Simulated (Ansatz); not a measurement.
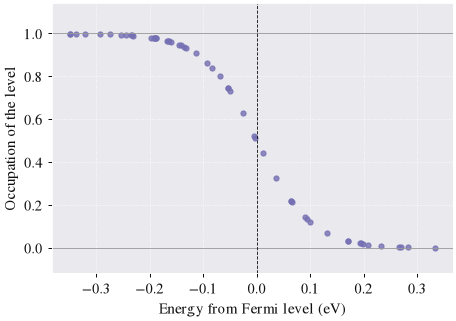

Occupations of the one-electron levels of the k mesh against their energy, from a run on W, space group Fm-3m, 1 atom in the cell, with Ansatz.

Which smearing scheme was used (Fermi-Dirac, Gaussian, Methfessel-Paxton or cold), and about what width?

Fermi-Dirac smearing with a width of 0.05 eV. The occupations stay between 0 and 1 and have long exponential tails; the slope at the Fermi level is 1/(4 × width).
